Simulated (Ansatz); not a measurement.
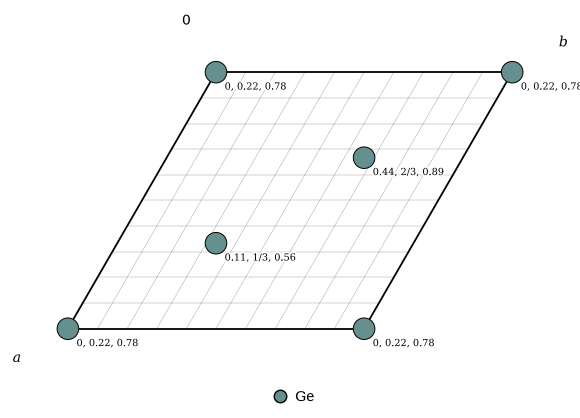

Plan of a unit cell projected along c (a down the page, b across); the numbers are heights as fractions of c, and atoms on the cell's edges are repeated. The grid marks tenths of a and b. Source: the end point of a relaxation with Ansatz, DFT PBEsol, scalar-relativistic, plane waves, PAW; the starting structure was generated, so it need not be a known form of this composition. Symmetry computed with spglib at a tolerance of 0.002 Å; standard conventional cell.

a = 2.970 Å, b = 2.970 Å, c = 21.723 Å, α = 90.00°, β = 90.00°, γ = 120.00°.

### What does the cell contain?

9 Ge: Ge, Z = 9.

### Which space group?

No. 166, R-3m, hexagonal axes, rhombohedral (trigonal, hexagonal axes).

### Give the fractional coordinates of all atoms, to two places.

```json
{"atom": "Ge", "x": "0.00", "y": "0.00", "z": "0.00"}
{"atom": "Ge", "x": "0.33", "y": "0.67", "z": "0.89"}
{"atom": "Ge", "x": "0.00", "y": "0.00", "z": "0.78"}
{"atom": "Ge", "x": "0.67", "y": "0.33", "z": "0.33"}
{"atom": "Ge", "x": "0.00", "y": "0.00", "z": "0.22"}
{"atom": "Ge", "x": "0.67", "y": "0.33", "z": "0.11"}
{"atom": "Ge", "x": "0.33", "y": "0.67", "z": "0.67"}
{"atom": "Ge", "x": "0.67", "y": "0.33", "z": "0.56"}
{"atom": "Ge", "x": "0.33", "y": "0.67", "z": "0.44"}
```
